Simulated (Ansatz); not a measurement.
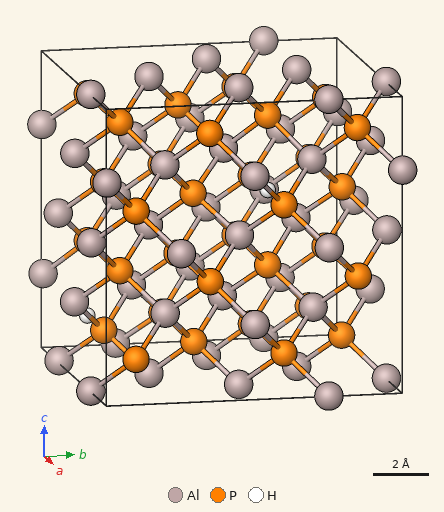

A defect cell of composition Al16P16H (cell charge −1), before the relaxation. A ball-and-stick model of the conventional cell (2 times the calculation's cell) (origin shifted), seen slightly off an axis. Lengths and directions refer to the drawn axes.

Case: H interstitial, charge -1, atoms relaxed at the host's cell.

These are results of Ansatz, DFT PBE, scalar-relativistic, plane waves, PAW, not measurements.

Input file:
```yaml
crystal:
  lattice:
    - [-5.5073398843, 5.5073398843, -5.5073398843]
    - [5.5073398843, -5.5073398843, -5.5073398843]
    - [-5.5073398843, -5.5073398843, 5.5073398843]
  atoms:
    - { symbol: Al, position: [0.4982680565, 0.2487154937, 0.2487154937] }
    - { symbol: Al, position: [0.2487154937, 0.2487154937, 0.4982680565] }
    - { symbol: Al, position: [-0.0004474372, 0.2512845063, 0.75] }
    - { symbol: Al, position: [0.75, -0.0004474372, 0.2512845063] }
    - { symbol: Al, position: [0.75, 0.2512845063, -0.0004474372] }
    - { symbol: Al, position: [0.5004474372, 0.0017319435, 0.5004474372] }
    - { symbol: Al, position: [0.2512845063, -0.0004474372, 0.75] }
    - { symbol: Al, position: [-0.0004474372, 0.75, 0.2512845063] }
    - { symbol: Al, position: [0.9949307488, 0.9949307488, 0.9949307488] }
    - { symbol: Al, position: [0.75, 0.75, 0.5050692512] }
    - { symbol: Al, position: [0.5050692512, 0.75, 0.75] }
    - { symbol: Al, position: [0.2487154937, 0.4982680565, 0.2487154937] }
    - { symbol: Al, position: [0.2512845063, 0.75, -0.0004474372] }
    - { symbol: Al, position: [0.0017319435, 0.5004474372, 0.5004474372] }
    - { symbol: Al, position: [0.75, 0.5050692512, 0.75] }
    - { symbol: Al, position: [0.5004474372, 0.5004474372, 0.0017319435] }
    - { symbol: P, position: [0.5, 0.0, 0.25] }
    - { symbol: P, position: [0.25, 0.0, 0.5] }
    - { symbol: P, position: [0.0022788534, 0.0022788534, 0.75] }
    - { symbol: P, position: [0.75, 0.75, 0.2525594151] }
    - { symbol: P, position: [0.75, 0.0022788534, 0.0022788534] }
    - { symbol: P, position: [0.4977211466, 0.75, 0.4977211466] }
    - { symbol: P, position: [0.2525594151, 0.75, 0.75] }
    - { symbol: P, position: [0.0, 0.5, 0.25] }
    - { symbol: P, position: [0.0022788534, 0.75, 0.0022788534] }
    - { symbol: P, position: [0.75, 0.4977211466, 0.4977211466] }
    - { symbol: P, position: [0.4977211466, 0.4977211466, 0.75] }
    - { symbol: P, position: [0.2474405849, 0.2474405849, 0.2474405849] }
    - { symbol: P, position: [0.25, 0.5, 0.0] }
    - { symbol: P, position: [0.0, 0.25, 0.5] }
    - { symbol: P, position: [0.75, 0.2525594151, 0.75] }
    - { symbol: P, position: [0.5, 0.25, 0.0] }
    - { symbol: H, position: [0.75, 0.75, 0.75] }
  host:
    lattice:
      - [0.0, 2.7536699422, 2.7536699422]
      - [2.7536699422, 0.0, 2.7536699422]
      - [2.7536699422, 2.7536699422, 0.0]
    atoms:
      - { symbol: Al, position: [0.0, 0.0, 0.0] }
      - { symbol: P, position: [0.75, 0.75, 0.75] }
total_charge: -1
basis:
  ecutwfc: 420
  xc_grid: 2
kpoints:
  mp_grid: { grid: [2, 2, 2], shift: [0.5, 0.5, 0.5] }
hamiltonian:
  xc: pbe
scf:
  occupations: { method: gaussian, width: 0.01 }
output:
  forces: true
  stress: false
  eigenvalues: true
  charged_corrections:
    defect_position: [0.75, 0.75, 0.75]
    epsilon: [[10.3826, 0.0, 0.0], [0.0, 10.3826, 0.0], [0.0, 0.0, 10.3826]]
  write_density: true
  write_potential: true
  elf: true
  volumetric_format: npy
relax:
  adjacent_minimum: "off"
  f_tol: 0.025
  max_steps: 45
```

Launched with:
```bash
ansatz run input.yaml --threads 4 --pin off --max-ram 6144MiB --backend cpu --events-out ev --progress --plain --runs-dir out
```

### Where does the relaxation end?

The largest moves, 0.17 Å, are those of Al9, Al10, Al11 and Al15. Al9 goes along [−1 −1 −1]. Largest moves by element: Al 0.17 Å, P 0.07 Å. H stays in place. The cell stays as it was. Among the contacts that change: Al10–P20 2.409 → 2.506 Å, Al10–P19 2.384 → 2.373 Å, Al12–P22 2.384 → 2.376 Å, Al12–P28 2.385 → 2.389 Å. Among the angles between lasting bonds that change: Al10–P22–Al11 106.3° → 96.6°, P19–Al10–P20 107.9° → 103.0°, P19–Al10–P22 111.0° → 115.1°. After 3 geometry steps the energy has fallen by 0.311 eV per cell of the calculation. Largest force component: 0.5 eV/Å at the start, 0.0024 eV/Å at the end.

Step by step:

```
step  E − E(0), meV/atom  largest force component, eV/Å
   0                0.00                         0.4999
   1               -8.08                         0.2139
   2               -9.35                         0.0527
   3               -9.44                         0.0024
```

The end point in the same view:

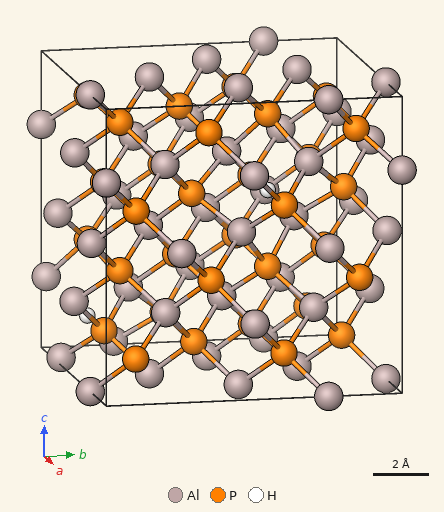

Limits of the set-up: the cell is charged, on a uniform background, and energies carry no finite-size correction.
